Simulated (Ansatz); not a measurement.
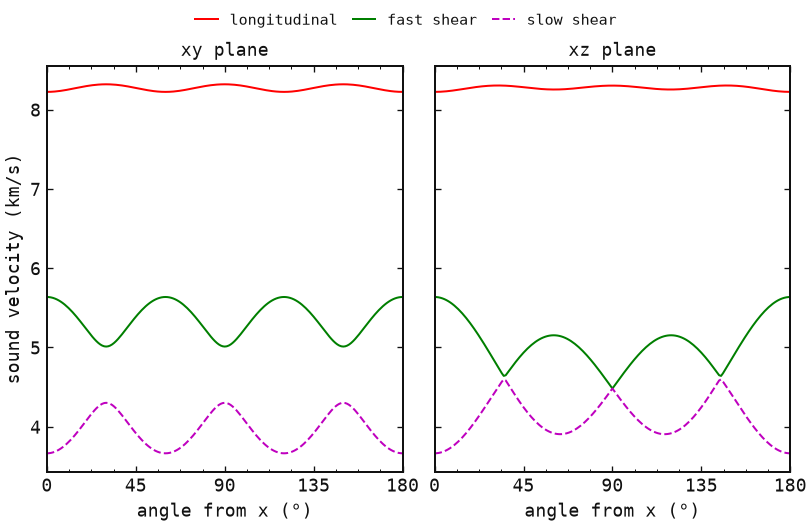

The plot gives the computed sound velocities against the direction of travel in the xy and xz planes, from the elastic constants and the density for Ti₂O, space group P-3m1 (No. 164).

Structure:
```
CELL_PARAMETERS angstrom
2.95332 0.00000 0.00000
-1.47666 2.55765 0.00000
0.00000 0.00000 4.72922
ATOMIC_POSITIONS crystal
Ti 0.66667 0.33333 0.26209
Ti 0.33333 0.66667 0.73791
O 0.00000 0.00000 0.00000
```

Method: elastic stress-strain coefficients at zero temperature from small strains of the given cell, Voigt order xx yy zz yz xz xy, Cartesian axes of the cell vectors; plane waves with PAW datasets, Γ-centred k mesh (Ansatz 0.2.0). Level: PBEsol, no spin polarisation.

wave cutoff 420 eV; k mesh 18×18×10; occupations Fermi–Dirac; smearing width 0.15 eV; ions relaxed; strain amplitude 0.005.

> How fast does sound travel along the Cartesian axes?

Along x the longitudinal wave runs at 8.22 km/s and the transverse ones at 5.64 and 3.66 km/s; along y the longitudinal wave runs at 8.32 km/s and the transverse ones at 5.01 and 4.30 km/s; along z the longitudinal wave runs at 8.30 km/s and the transverse ones at 4.48 and 4.48 km/s; along x + y they run at 8.27, 5.39 and 3.92 km/s (density 5.19 g/cm³).

Keep in mind: metal sensitive to the k mesh; no spin polarisation, a magnetic state may lie lower.
